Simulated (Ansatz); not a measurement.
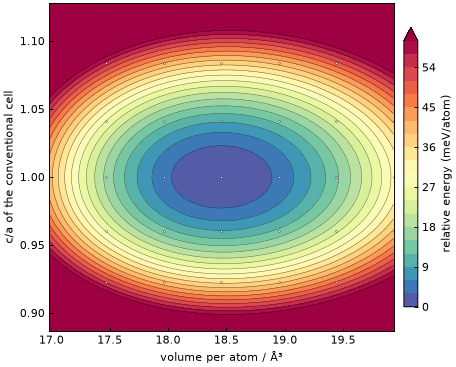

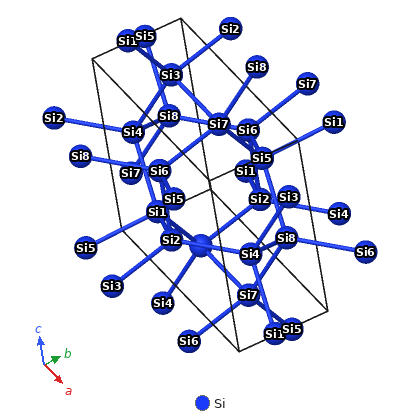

Energy landscape of Si (Ia-3, No. 206; 8 atoms in the cell). The energy is mapped over volume and the cell's shape. Coordinates scanned: (1) volume per atom; (2) c/a of the conventional cell. Nothing is relaxed (fractional coordinates fixed). Grid: 7 × 7 points. Points are written as (first, second). All energies are given in meV/atom relative to the lowest grid point. Theory: DFT PBE, scalar-relativistic, plane waves, PAW in Ansatz 0.2.0. Settings: cutoff 420 eV, k-mesh 10×10×10, gaussian smearing 0.15 eV, no spin polarisation.

Drawn: filled contours, dots at the grid points, one colour for all values above the top of the scale. Between grid points the surface is interpolated. The second picture is the structure at the lowest point

### Describe this landscape.

The lowest grid point is at (18.46 Å³, 1.000). It is the only kind of minimum in the scanned range. The highest grid point, (16.98 Å³, 1.128), lies 128 meV/atom above the lowest. Round the minimum the two coordinates are nearly uncoupled.

The whole map (49 points run) took 7.4 min on 4 threads of Intel(R) Xeon(R) Platinum 8488C (Sapphire Rapids) (shared host).

PAW datasets: the set soft_1.
